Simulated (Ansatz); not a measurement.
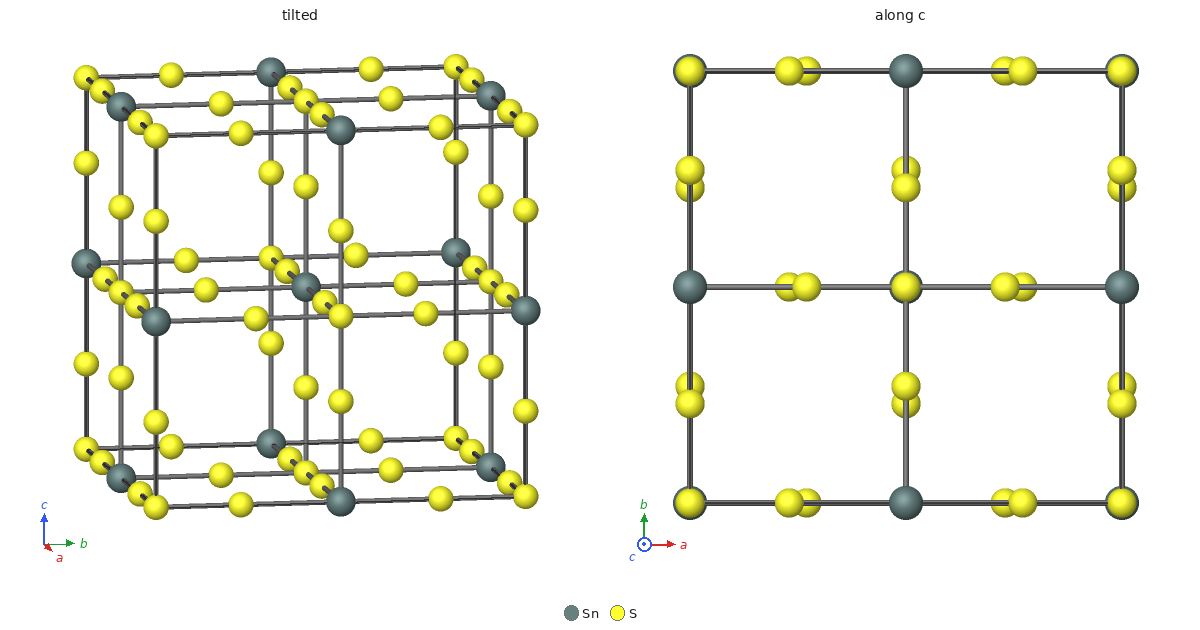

Shown here is a ball-and-stick view of the crystal, taken slightly off an axis and along the c axis. One conventional unit cell is framed, with atoms on its boundary repeated. Cell: a = 9.68 Å, b = 9.68 Å, c = 9.68 Å, α = 90.00°, β = 90.00°, γ = 90.00°.

Its origin is a random cell made by a generator, so it need not be a real form of the compound. Earlier steps of the study, as a rule a relaxation of our own, may have changed the cell and positions, so they can lie some per cent off the listed ones. A calculation with Ansatz used it as input.

In words:

The structure is one of SnS7. The atoms follow space group Fm-3m (No. 225); the Bravais lattice is face-centred cubic. Content of the cell: 4 Sn, 28 S (Z = 4). About every Sn there are six S in an octahedral arrangement at about 2.6 Å. S takes two kinds of site: 24e with one Sn and one S in a nearly linear arrangement (about 2.6 Å to Sn, 2.2 Å to S); 4a with six S in an octahedral arrangement at about 2.2 Å. The bonds build a three-dimensional framework.

Theory: DFT PBE, scalar-relativistic, plane waves, PAW (Ansatz 0.2.0). Numerical settings: a kinetic-energy cutoff of 420 eV, k-points about 0.14 Å⁻¹ apart, Gaussian smearing of 0.1 eV, no spin polarisation.

Classify it as metallic or gapped, with the value.

A metal: bands cross the Fermi level.

Predict the Bader charges.

Sn +1.29 e; S -0.27 to +0.36 e.

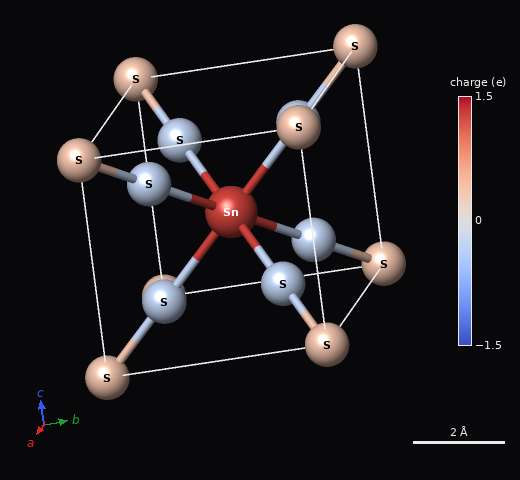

The atoms coloured by those charges. The run's cell of 8 atoms is drawn, so axes and origin can differ from the first picture.

Is this the optimised geometry for these settings?

Yes. All forces vanish to within 0.01 eV/Å. The pressure is 0.0 GPa, close to zero.
